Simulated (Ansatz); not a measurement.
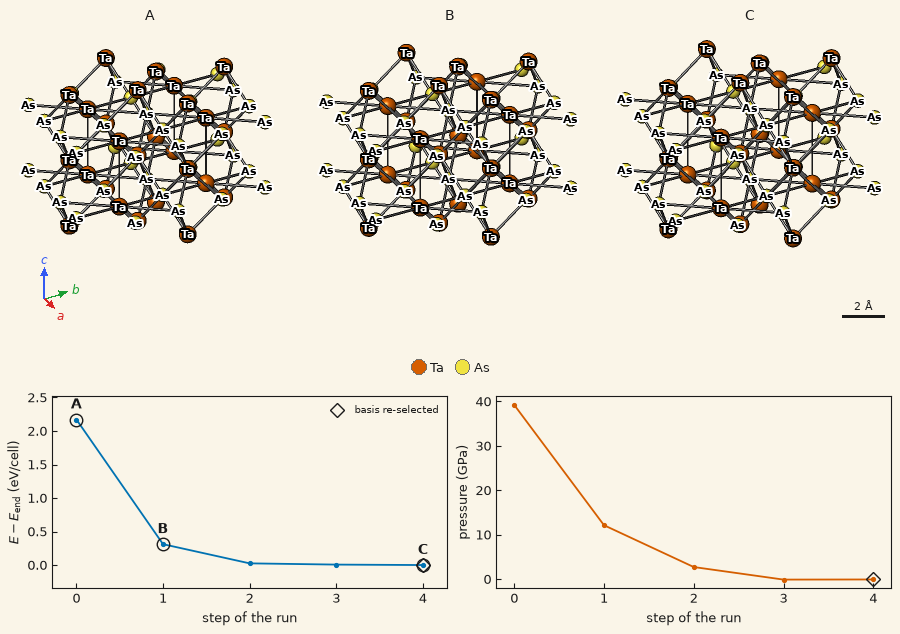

Frames of a relaxation of solid TaAs (a generated structure, set up in P6/mmm) (coarse preliminary run), marked on the history of the run. A ball-and-stick model of the cell of the calculation, seen slightly off an axis.

Case: N → As on all its sites, cell and atoms relaxed.

All numbers below come from Ansatz 0.2.0, DFT r2SCAN, scalar-relativistic, plane waves, PAW. (plane-wave cutoff 500 eV; k-point mesh 6 × 6 × 6; occupations gaussian; smearing width 0.1 eV; no spin polarisation; cell and atoms relaxed; force threshold 0.05 eV/Å; at most 60 steps)

What happens along the run?

No atom moves by more than 0.005 Å relative to the cell. Cell: a = b 5.920 → 6.237 Å (+5.4 %), c 3.282 → 3.550 Å (+8.2 %). Volume +20.1 %. Among the contacts that change: Ta–Ta 3.282 → 3.550 Å, As–Ta 2.369 → 2.528 Å, As–Ta 2.960 → 3.119 Å. The space group stays P6/mmm (No. 191). After 3 accepted moves (4 points after the start) the energy has fallen by 2.171 eV per cell of the calculation. All forces vanish by symmetry, so only the cell relaxes. Pressure: 39.21 GPa at the start and −0.08 GPa at the end. At 1 point the geometry stayed and the basis and grid were re-selected for the new cell (energy shift of 6.8 meV per cell of the calculation at most each time). The run took 90 s on 1 thread of Intel(R) Xeon(R) Platinum 8259CL CPU @ 2.50GHz (Skylake/Cascade Lake), on a shared host, peak memory 0.81 GiB. From step 0 to 1: volume +11.7 %, energy −1.860 eV per cell of the calculation. From step 1 to 4: volume +7.5 %, energy −0.311 eV per cell of the calculation.
